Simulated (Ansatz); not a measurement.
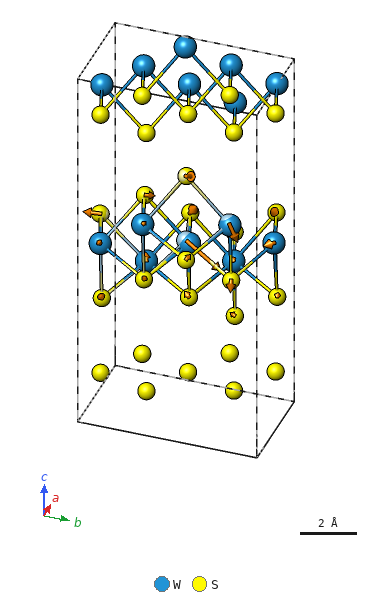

This is a relaxation of a defect cell of composition W₁₄S₂₇. The starting structure is drawn faded, the final one solid; orange arrows show the displacements, 10 times their true length.

A ball-and-stick model of the cell of the calculation (origin shifted), seen from a free direction.

Case: S vacancy (site f), charge +0, atoms relaxed at the host's cell.

Computed with DFT PBEsol, scalar-relativistic, plane waves, PAW (Ansatz). (plane-wave cutoff 420 eV; k-point mesh 2 × 2 × 2; occupations gaussian; smearing width 0.01 eV; no spin polarisation; atoms relaxed in a fixed cell; force threshold 0.025 eV/Å; at most 45 steps)

> Atoms of which element are displaced furthest, and by how much?

Tungsten: up to 0.17 Å, against 0.07 Å for sulfur.

> What happened in the run?

The atom that moves furthest is a W atom (0.17 Å along [1 2 −1]). Largest moves by element: W 0.17 Å, S 0.07 Å. The lattice vectors keep their values. Some distances before and after: W–W 3.211 → 3.035 Å, W–W 3.071 → 3.212 Å, S–W 2.270 → 2.402 Å, S–W 2.494 → 2.374 Å. Among the angles between lasting bonds that change: S–W–S 131.4° → 136.9°, S–W–S 85.2° → 79.8°, S–W–S 78.1° → 82.6°. Over 3 accepted moves (4 points after the start) the energy falls by 0.500 eV per cell of the calculation. Largest force component: 3 eV/Å at the start, 0.012 eV/Å at the end. 1 step only repeated the SCF at the same geometry. The run took 3.2 min on 4 threads of Arm Neoverse V1 (shared host), peak memory 3.7 GiB.

Limits of the set-up: the periodic images lie only 8.3 Å apart, so the values are limited by the cell's size.
